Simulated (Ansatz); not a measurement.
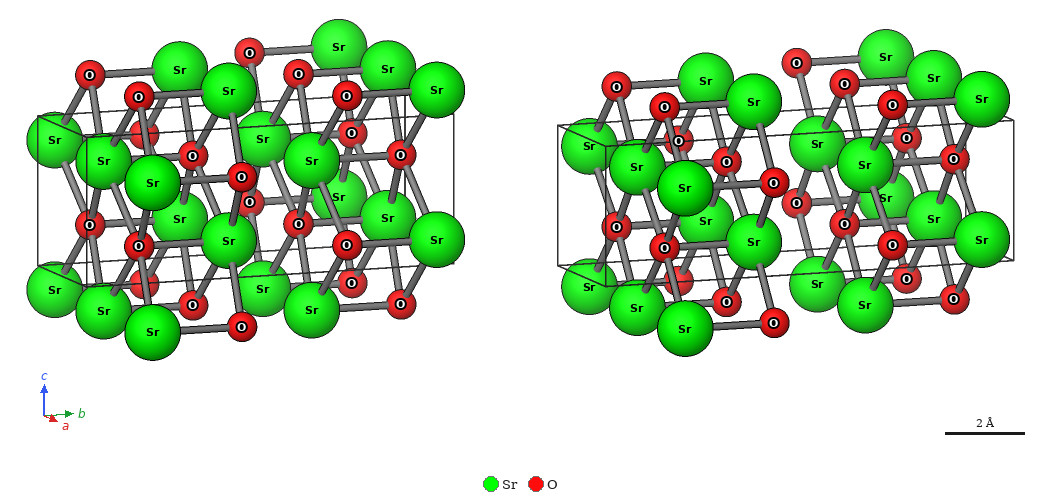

Two geometries of a crystal of SrO (built on the TlCl-63 type type), drawn at one scale. One is the start of a relaxation, the other its converged end. Style: ball-and-stick. Shown: the conventional cell (2 times the calculation's cell), slightly off an axis. Lengths and directions refer to the drawn axes.

Theory: DFT, PBEsol, plane waves, PAW (Ansatz 0.2.0). Set-up: plane-wave cutoff 420 eV; k-point mesh 6 × 6 × 6; occupations fermi dirac; smearing width 0.03 eV; no spin polarisation; cell and atoms relaxed; force threshold 0.01 eV/Å; at most 120 steps.

Question: Which one is relaxed?

Answer: The right one is the relaxed one. The largest moves relative to the cell, 0.26 Å, are those of Sr atoms. By element the largest moves are Sr 0.26 Å, O 0.02 Å. Cell: a 3.521 → 3.447 Å (−2.1 %), b 10.076 → 11.194 Å (+11.1 %), c 3.889 → 3.647 Å (−6.2 %). Volume +2.0 %. Some distances before and after: Sr–Sr 2.997 → 3.565 Å, Sr–Sr 3.806 → 3.566 Å, O–Sr 2.641 → 2.510 Å, Sr–Sr 3.521 → 3.447 Å. Among the angles between lasting bonds that change: O–Sr–O 166.7° → 175.8°, Sr–O–Sr 166.7° → 175.8°, Sr–O–Sr 96.6° → 92.1°. The space group stays Cmcm (No. 63). After 13 accepted moves (18 points after the start) the energy has fallen by 0.621 eV per cell of the calculation. Largest force component: 2.3 eV/Å at the start, 0.00043 eV/Å at the end. The pressure goes from −6.98 to 0.00 GPa. The line search rejected the trial step at point 9 of the run. The SCF was repeated 4 times at an unchanged geometry on a basis and grid sized afresh for the cell, which shifted the energy by 7.7 meV per cell of the calculation at most. Cost: 29 s on 2 threads of Arm Neoverse V2 (shared host), peak memory 0.38 GiB.
